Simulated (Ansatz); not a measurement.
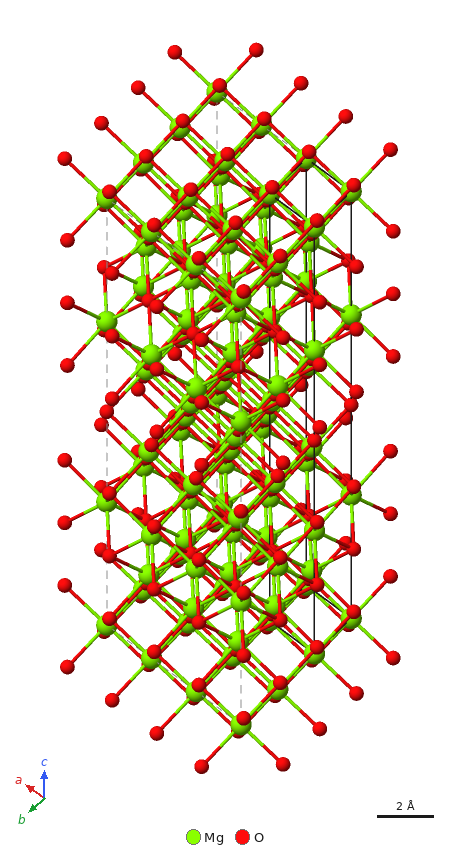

A ball-and-stick rendering, viewed from a general direction. The drawing covers 3×3×1 cells, and the solid lines enclose one conventional unit cell. Some atoms of the next cells are drawn as well.

MgO, space group P-3m1 (No. 164), a = 2.95 Å, b = 2.95 Å, c = 17.68 Å, α = 90.00°, β = 90.00°, γ = 120.00°.

Results below were computed with Ansatz, DFT PBEsol, scalar-relativistic, plane waves, PAW; the settings were a plane-wave cutoff of 420 eV, a 12×12×2 k-point grid, Gaussian smearing of 0.02 eV, no spin polarisation.

**What is the electronic character?**

An insulator at this level, with a gap of 3.63 eV on the k-mesh (the true edges may lie between mesh points, so the gap can be somewhat smaller).

The model was built from a structure type filled with these elements by a generator (whether the compound takes this form wasn't checked). The structure drawn was relaxed with DFT PBEsol, scalar-relativistic, plane waves, PAW in Ansatz.
